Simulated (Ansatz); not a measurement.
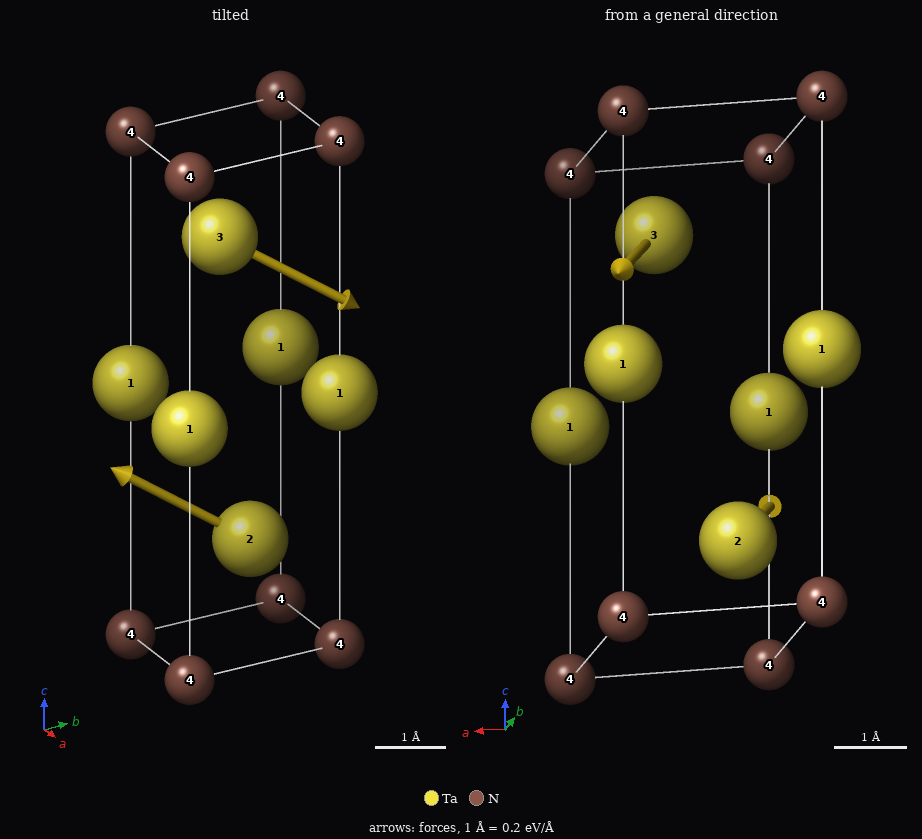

Spheres-only representation of a periodic structure, projected slightly off an axis and from a general direction. One simulation cell is outlined, and atoms on its boundary appear in each equivalent place. The arrows are the computed forces on the atoms.

System: Ta3N. Setup: DFT PBEsol, scalar-relativistic, plane waves, PAW in Ansatz 0.2.0; E_cut = 420 eV, an 18×18×8 mesh of k-points, Gaussian smearing of 0.15 eV, no spin polarisation.

Q: Is this an equilibrium geometry?

A: No. The atoms still feel forces of up to about 0.38 eV/Å, far above a usual threshold of 0.01 to 0.03 eV/Å.

Q: Which atom feels the largest force?

A: Ta2 and Ta3, about 0.38 eV/Å.

It derives from a structure listed in the Materials Project. The cell was then strained or its atoms displaced on purpose. It went into a calculation with Ansatz.
